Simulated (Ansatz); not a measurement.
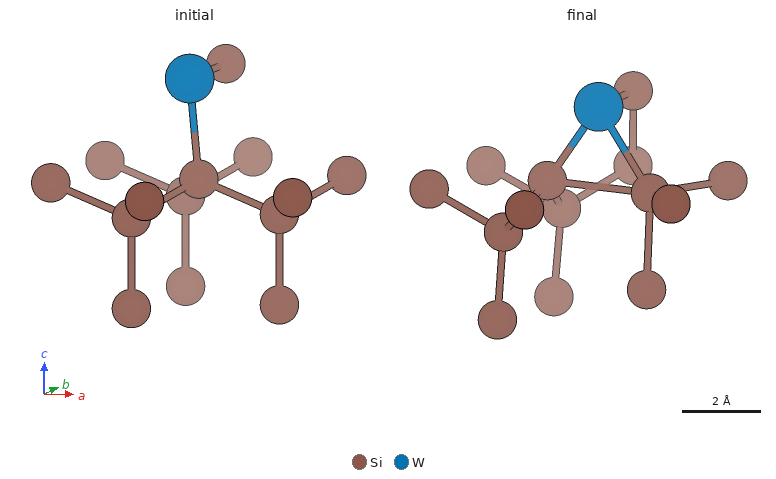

The structure of an interface cell of composition Si5W before (left) and after (right) a relaxation, at one scale.

Style: ball-and-stick. Shown: the atoms within 4.2 Å of the atom that moves most (axes of the cell of the calculation), slightly off an axis.

Case: film shifted by (0, 0) in the plane.

All numbers below come from DFT PBE, scalar-relativistic, plane waves, PAW in Ansatz. (plane-wave cutoff 420 eV; k-point mesh 5 × 5 × 2; occupations gaussian; smearing width 0.1 eV; no spin polarisation; cell relaxed at fixed a, b, gamma, alpha, beta; force threshold 0.02 eV/Å; at most 70 steps)

> Describe what moved and what it gained.

A Si atom moves most relative to the cell: 1.08 Å roughly along [−3 −1 1]. Largest moves by element: Si 1.08 Å, W 0.60 Å. The volume changes by −5.2 %, with a unchanged at 6.699 Å, b unchanged at 7.736 Å, c 16.778 → 15.904 Å (−5.2 %). Near-neighbour distances that change, for instance: Si–W 4.220 → 2.605 Å, Si–Si 3.346 → 2.551 Å, Si–Si 2.369 → 2.859 Å, Si–W 2.808 → 2.462 Å. New bonds form, among them: Si–W (4.22 → 2.60 Å). Among the angles between lasting bonds that change: Si–Si–Si 109.5° → 87.0°, Si–Si–W 97.7° → 117.8°, Si–Si–Si 109.5° → 93.7°. Over 20 accepted moves (23 points after the start) the energy falls by 5.113 eV per cell of the calculation. Largest force component: 1.3 eV/Å at the start, 0.012 eV/Å at the end. The pressure goes from −4.23 to −0.50 GPa. The line search rejected the trial steps at points 7, 9 of the run. At 1 point the geometry stayed and the basis and grid were re-selected for the new cell (energy shift of 5.5 meV per cell of the calculation at most each time). Cost: 18 min on 8 threads of Intel(R) Xeon(R) 6975P-C (Granite Rapids), on a shared host, peak memory 7.3 GiB.
